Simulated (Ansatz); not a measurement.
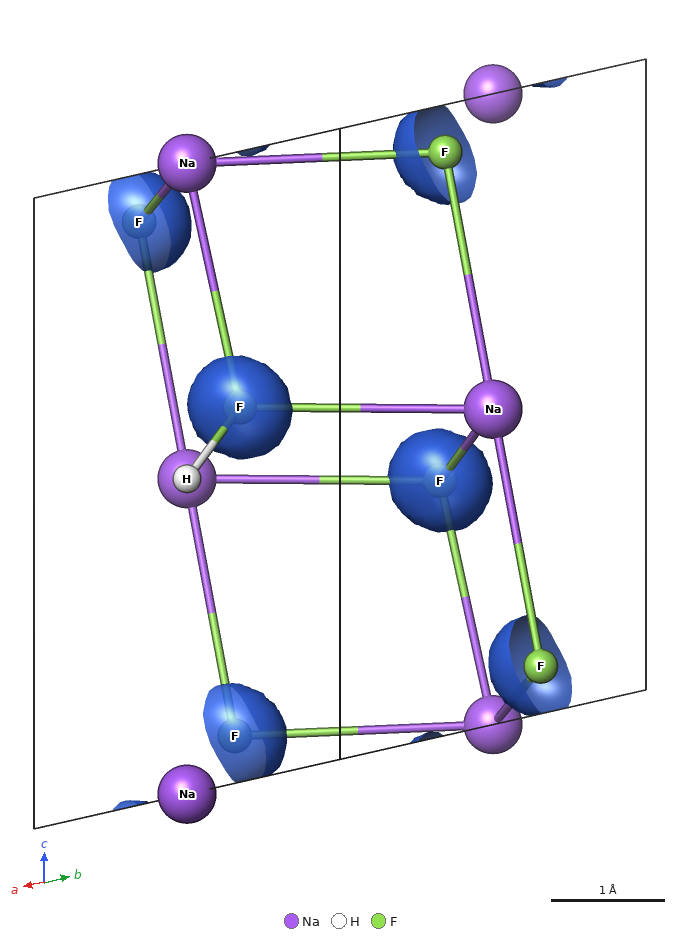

Figure. Na₂HF₄. Density of the Kohn–Sham states from −2.3 to 0.0 eV about the valence-band maximum (the whole upper valence band), scaled to one electron a cell: blue surface at 0.15 1/Å³, in the conventional cell seen along [110].

Space group P2/m; spin-polarised. Net moment 1.0 μB in the 7-atom cell of the calculation; other magnetic orders weren't tried. The cell comes from a database of computed structures, not from a measurement.

Theory: DFT r2SCAN, scalar-relativistic, plane waves, PAW (Ansatz).

Core electrons are frozen (PAW), so the fields are smoothed inside the atomic spheres.

### What is the character of these states?

Projected on a minimal set of atomic orbitals (Löwdin), they are F 2p (over 95 %).
- In space (atomic cells sized by Bader volumes) the density divides as F over 95 %, Na little and H little.
- The group holds 20 electrons when full, in the cell of the calculation (7 atoms).
- Up and down spins contribute about equally.
- Little of the density lies between the atoms' surroundings.

Cost of the run: 20 s on 2 threads of Intel(R) Xeon(R) Platinum 8259CL CPU @ 2.50GHz (Skylake/Cascade Lake), with other jobs on the host, peak memory 0.91 GiB.
